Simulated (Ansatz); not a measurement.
Input of the run:

```
crystal:
  lattice:
    - [4.2180678883, 0.0, 0.0]
    - [-2.1090339442, 3.6529539462, 0.0]
    - [0.0, 0.0, 27.0541330313]
  atoms:
    - { symbol: Ru, position: [0.3333333333, 0.6666666667, 0.2772219679] }
    - { symbol: Al, position: [0.6666666667, 0.3333333333, 0.3090474011] }
    - { symbol: Ru, position: [0.0, 0.0, 0.3408728342] }
    - { symbol: Al, position: [0.3333333333, 0.6666666667, 0.3726982674] }
    - { symbol: Ru, position: [0.6666666667, 0.3333333333, 0.4045237005] }
    - { symbol: Al, position: [0.0, 0.0, 0.4363491337] }
    - { symbol: Ru, position: [0.3333333333, 0.6666666667, 0.4681745668] }
    - { symbol: Al, position: [0.6666666667, 0.3333333333, 0.5] }
    - { symbol: Ru, position: [0.0, 0.0, 0.5318254332] }
    - { symbol: Al, position: [0.3333333333, 0.6666666667, 0.5636508663] }
    - { symbol: Ru, position: [0.6666666667, 0.3333333333, 0.5954762995] }
    - { symbol: Al, position: [0.0, 0.0, 0.6273017326] }
    - { symbol: Ru, position: [0.3333333333, 0.6666666667, 0.6591271658] }
    - { symbol: Al, position: [0.6666666667, 0.3333333333, 0.6909525989] }
    - { symbol: Ru, position: [0.0, 0.0, 0.7227780321] }
basis:
  ecutwfc: 500
kpoints:
  mp_grid: { grid: [9, 9, 1] }
hamiltonian:
  xc: r2scan
scf:
  occupations: { method: gaussian, width: 0.1 }
output:
  forces: true
  eigenvalues: true
  write_density: true
  write_potential: true
  elf: true
  volumetric_format: npy
relax:
  adjacent_minimum: "off"
  f_tol: 0.02
  max_steps: 60
efield:
  axis: 3
  dipole_correction: true
  ramp_width: 0.04
```

Run as:
```bash
ansatz run input.yaml --threads 2 --pin off --max-ram 5120MiB --backend cpu --events-out ev --progress --plain --runs-dir out
```

What does the potential across the slab give for the work function?

The work function is 4.60 eV, the same on both faces. The two vacuum levels agree, so the slab has no net dipole along its normal. The outermost atoms are 11.7 Å apart, which leaves 15.4 Å of vacuum in a cell 27.1 Å high.

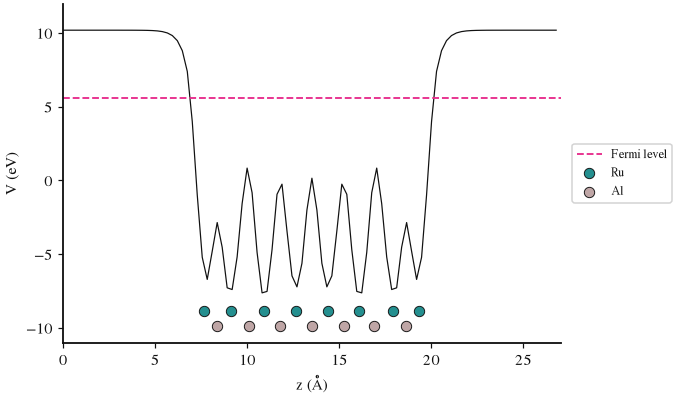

Plane-averaged electrostatic potential energy of an electron across the slab; circles at the bottom mark the heights of the atoms (positions after relaxation).
